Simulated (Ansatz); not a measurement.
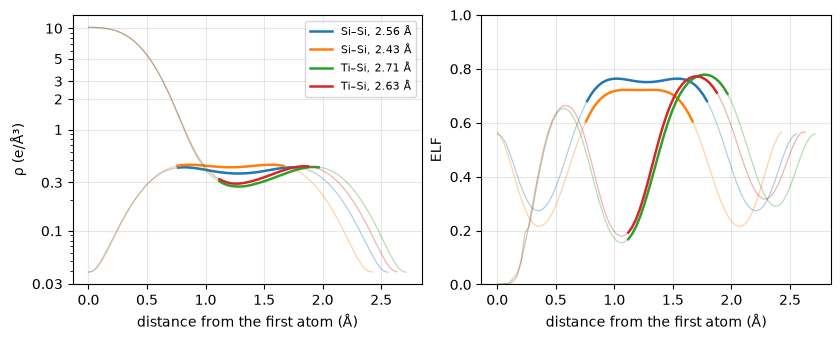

TiSi2. Valence charge density (pseudo) and electron localisation function along straight lines between neighbouring atoms. Thin, pale parts lie inside the atomic spheres.

Space group Cmcm; a structure from a database of computed crystals, not necessarily the ambient phase; computed pressure about −12 GPa in this cell.

Method: Kohn-Sham DFT of a periodic cell, LDA, Ansatz PAW in Ansatz.

In a PAW calculation such maps are meaningful between the atoms, not at the nuclei.

```yaml
crystal:
  lattice:
    - [3.59945, 0.00000, 0.00000]
    - [0.00000, 13.78370, 0.00000]
    - [0.00000, 0.00000, 3.63510]
  atoms:
    - { symbol: Ti, position: [0.00000, 0.89688, 0.25000] }
    - { symbol: Ti, position: [0.50000, 0.39688, 0.25000] }
    - { symbol: Ti, position: [0.00000, 0.10312, 0.75000] }
    - { symbol: Ti, position: [0.50000, 0.60312, 0.75000] }
    - { symbol: Si, position: [0.00000, 0.24969, 0.25000] }
    - { symbol: Si, position: [0.50000, 0.74969, 0.25000] }
    - { symbol: Si, position: [0.00000, 0.75031, 0.75000] }
    - { symbol: Si, position: [0.50000, 0.25031, 0.75000] }
    - { symbol: Si, position: [0.00000, 0.55825, 0.25000] }
    - { symbol: Si, position: [0.50000, 0.05825, 0.25000] }
    - { symbol: Si, position: [0.00000, 0.44175, 0.75000] }
    - { symbol: Si, position: [0.50000, 0.94175, 0.75000] }
```

Compare the contacts.

Answer. Si–Si (2.56 Å): ρ is about 0.37 e/Å³ halfway; the ELF peaks at about 0.75 between the atoms.
Si–Si (2.43 Å): the density is about 0.42 e/Å³ at the midpoint; the ELF peaks at about 0.70 between the atoms.
Ti–Si (2.71 Å): the density is about 0.28 e/Å³ at the midpoint; the ELF peaks at about 0.80 in the valence shell of Si, 0.9 Å from its nucleus, and is about 0.45 at the midpoint.
Ti–Si (2.63 Å): the density is about 0.3 e/Å³ at the midpoint; the ELF peaks at about 0.75 in the valence shell of Si, 0.9 Å from its nucleus, and is about 0.45 at the midpoint.
